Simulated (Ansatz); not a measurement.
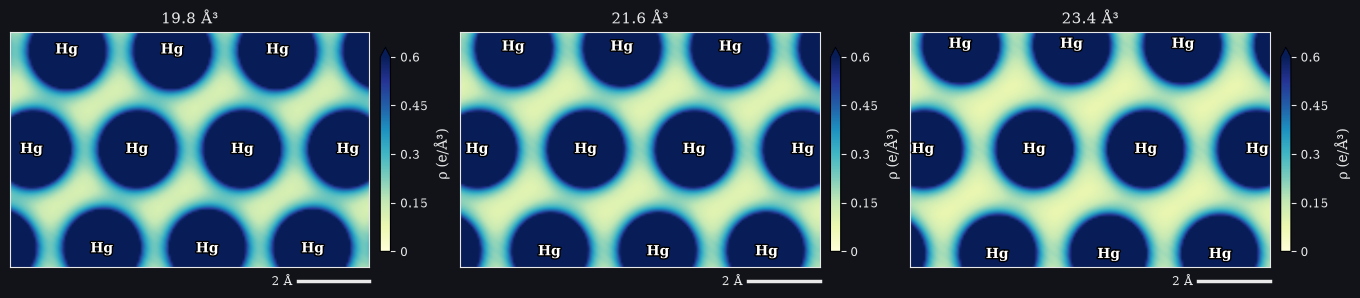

Hg. The valence pseudo-density of cells scaled evenly to different volumes (given per atom above each panel), on the (011̄) plane of each (indices in the axes of the cell below), at one length scale and on one colour scale.

A generated structure, not necessarily the stable one.

The calculation used DFT, LDA (PW92), plane waves (420 eV) with PAW, scalar-relativistic in Ansatz 0.2.0.

The largest cell:

```yaml
crystal:
  lattice:
    - [-1.80054, 1.80054, 1.80054]
    - [1.80054, -1.80054, 1.80054]
    - [1.80054, 1.80054, -1.80054]
  atoms:
    - { symbol: Hg, position: [0.00000, 0.00000, 0.00000] }
```

| volume (Å³/atom) | Hg–Hg contact in the plane (Å) | ρ at its midpoint (e/Å³) | pressure (GPa) | 
| --- | --- | --- | --- |
| 19.76 | 2.950 | 0.245 | 10.2 | 
| 21.55 | 3.037 | 0.216 | 2.5 | 
| 22.45 | 3.078 | ? | ? | 
| 23.35 | 3.119 | 0.188 | −1.6 | 

### Estimate the missing row, and compare with the calculation.

Over the known rows ln ρ falls by 1.57 per Å of Hg–Hg distance (a least-squares line), which gives 0.201 e/Å³ at 3.078 Å; the calculation gives 0.202 e/Å³. For the pressure, a straight line in volume between the neighbouring rows gives 0.5 GPa; the calculation gives 0.1, lower because pressure rises ever faster on compression.
